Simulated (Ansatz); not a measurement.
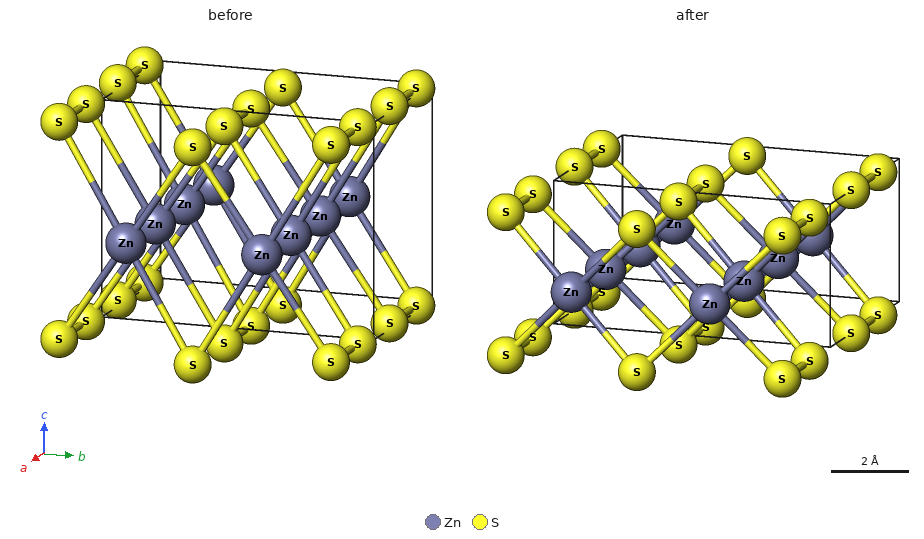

The structure of a crystal of ZnS (a generated structure, set up in Pmmn) (coarse preliminary run) before (left) and after (right) a relaxation, at one scale.

A ball-and-stick model of the cell of the calculation, repeated 2 × 1 × 1 with one cell outlined, seen slightly off an axis.

Theory: DFT PBE, scalar-relativistic, plane waves, PAW (Ansatz). Settings: plane-wave cutoff 420 eV; k-point mesh 4 × 2 × 4; occupations gaussian; smearing width 0.1 eV; no spin polarisation; cell and atoms relaxed; force threshold 0.04 eV/Å; at most 70 steps.

Q: What changed between the two?

A: The largest moves relative to the cell, 0.20 Å, are those of S atoms. Zn stays in place. The volume changes by −21.2 %, with a 4.514 → 5.301 Å (+17.4 %), b 7.504 → 7.641 Å (+1.8 %), c 5.813 → 3.828 Å (−34.1 %). Some distances before and after: S–Zn 3.600 → 2.721 Å, S–S 2.448 → 3.209 Å, S–Zn 3.323 → 2.716 Å, Zn–Zn 2.257 → 2.651 Å. The space group (tolerance 0.01 Å) goes from Pmmn (No. 59) to Cmmm (No. 65). After 9 accepted moves (11 points after the start) the energy has fallen by 3.748 eV per cell of the calculation. The largest force component goes from 1.7 to 0.0043 eV/Å. The pressure goes from 1.63 to −0.04 GPa. At 2 points the geometry stayed and the basis and grid were re-selected for the new cell (energy shift of 10.8 meV per cell of the calculation at most each time).

Limits of the set-up: the k-point mesh is coarse for a cell with partly filled bands.
